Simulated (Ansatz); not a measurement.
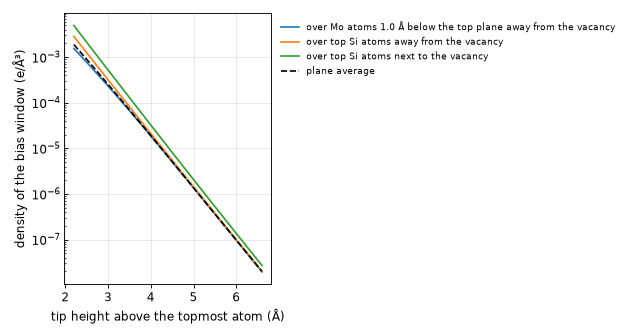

Approach curves over Si2Mo(101) (I4/mmm bulk, 9 atomic planes (those closer than 0.6 Å count as one), 8 Å, Si-terminated) with one Mo vacancy in a 2 × 2 cell at a sample bias of −2.00 V.

The STM signal is simulated in the Tersoff–Hamann approximation. Bias windows are sharp sums over the levels of the k mesh.

Method: Ansatz, DFT PBE, scalar-relativistic, plane waves, PAW. Cutoff 420 eV, 10 × 7 k-points, Gaussian smearing 0.1 eV, dipole correction. The slab is a cut without reconstruction beyond its cell, at the source's lattice constants, with its lower half held fixed and the rest relaxed. The defects repeat every 6.4 Å and interact, so states at the Fermi level and the work function belong to this dense array. No spin polarisation. The run warns that the functional's potential is rough in the thin density of the vacuum, where the tip is; weak contrasts and barriers may feel it.

Input

```yaml
crystal:
  lattice:
    - [6.4, 0.0, 0.0]
    - [-3.2, 8.48736242, 0.0]
    - [0.0, 0.0, 25.9016023957]
  atoms:
    - { symbol: Si, position: [0.213907855, 0.42781571, 0.3474688501] }
    - { symbol: Si, position: [0.213907855, 0.92781571, 0.3474688501] }
    - { symbol: Si, position: [0.713907855, 0.42781571, 0.3474688501] }
    - { symbol: Si, position: [0.713907855, 0.92781571, 0.3474688501] }
    - { symbol: Mo, position: [0.0710762425, 0.142152485, 0.3855730301] }
    - { symbol: Mo, position: [0.0710762425, 0.642152485, 0.3855730301] }
    - { symbol: Mo, position: [0.5710762425, 0.142152485, 0.3855730301] }
    - { symbol: Mo, position: [0.5710762425, 0.642152485, 0.3855730301] }
    - { symbol: Si, position: [0.4282446325, 0.356489265, 0.42367721] }
    - { symbol: Si, position: [0.4282446325, 0.856489265, 0.42367721] }
    - { symbol: Si, position: [0.9282446325, 0.356489265, 0.42367721] }
    - { symbol: Si, position: [0.9282446325, 0.856489265, 0.42367721] }
    - { symbol: Si, position: [0.2849840975, 0.069968195, 0.46189582] }
    - { symbol: Si, position: [0.2849840975, 0.569968195, 0.46189582] }
    - { symbol: Si, position: [0.7849840975, 0.069968195, 0.46189582] }
    - { symbol: Si, position: [0.7849840975, 0.569968195, 0.46189582] }
    - { symbol: Mo, position: [0.1387179952, 0.2828556629, 0.50019683] }
    - { symbol: Mo, position: [0.1415528881, 0.7831202658, 0.500388309] }
    - { symbol: Mo, position: [0.6442664856, 0.282868539, 0.5002086243] }
    - { symbol: Mo, position: [0.6411411423, 0.7822030603, 0.499840123] }
    - { symbol: Si, position: [0.4988351736, 0.497575503, 0.539799893] }
    - { symbol: Si, position: [0.5054226733, 0.994895897, 0.5414561632] }
    - { symbol: Si, position: [1.0003638256, 0.5010357548, 0.5403288696] }
    - { symbol: Si, position: [0.9895093492, 0.9948982605, 0.5414607341] }
    - { symbol: Si, position: [0.3564905282, 0.2127309544, 0.5738429274] }
    - { symbol: Si, position: [0.3780045307, 0.7200815519, 0.5797669016] }
    - { symbol: Si, position: [0.8556384405, 0.2116116078, 0.5767018465] }
    - { symbol: Si, position: [0.842121728, 0.719805485, 0.5797723484] }
    - { symbol: Mo, position: [0.2090700977, 0.418618289, 0.6136369419] }
    - { symbol: Mo, position: [0.2106406613, 0.9218389181, 0.6132576083] }
    - { symbol: Mo, position: [0.7096806838, 0.4185878583, 0.6136949625] }
    - { symbol: Si, position: [0.0921492805, 0.1378776856, 0.646756186] }
    - { symbol: Si, position: [0.067779362, 0.6345670749, 0.6465275006] }
    - { symbol: Si, position: [0.5450285299, 0.1378757461, 0.6469210313] }
    - { symbol: Si, position: [0.5581391984, 0.6165813526, 0.6510068844] }
basis:
  ecutwfc: 420.0
  fft_grid_basis: typed
kpoints:
  mp_grid: { grid: [10, 7, 1] }
hamiltonian:
  xc: pbe
  pseudopotentials: { kind: paw }
scf:
  occupations: { method: gaussian, width: 0.1 }
output:
  forces: true
  eigenvalues: true
  band_densities:
    - { e_range: [-2.0, -1.0] }
    - { e_range: [-1.0, -0.5] }
    - { e_range: [-0.5, -0.25] }
    - { e_range: [-0.25, 0.0] }
    - { e_range: [0.0, 0.25] }
    - { e_range: [0.25, 0.5] }
    - { e_range: [0.5, 1.0] }
    - { e_range: [1.0, 1.5] }
  band_residual_tolerance: 1.0e-05
  write_potential: true
  elf: true
  write_density: true
  volumetric_format: npy
efield:
  axis: 3
  dipole_correction: true
  ramp_width: 0.04
checkpoint:
  read: start.run
  write: ck
  compress: false
  write_wavefunctions: false
  write_every: 100000
```

Launched as:

```sh
ansatz run input.yaml --threads 4 --pin off --max-ram 8847MiB --backend cpu --events-out ev --progress --plain --runs-dir out
```

Cost without the relaxation before it: 11 min on 4 threads of Arm Neoverse V2 (shared host), peak memory 7.6 GiB.

Question: Estimate the decay constant and the apparent barrier, and compare with the vacuum level, which the run puts 4.84 eV above zero bias.

Answer: Near 4 Å the plane average falls as exp(−2.62 z/Å), a factor of 14 per ångström, which gives an apparent barrier of 6.5 eV (0.952 eV Å² times the slope squared). The apparent barrier is above 4.84 eV. At 4 Å the 0.25 eV of states nearest the highest filled state carry 11 % of the density, so deeper states, or ones away from the zone centre, set the barrier.
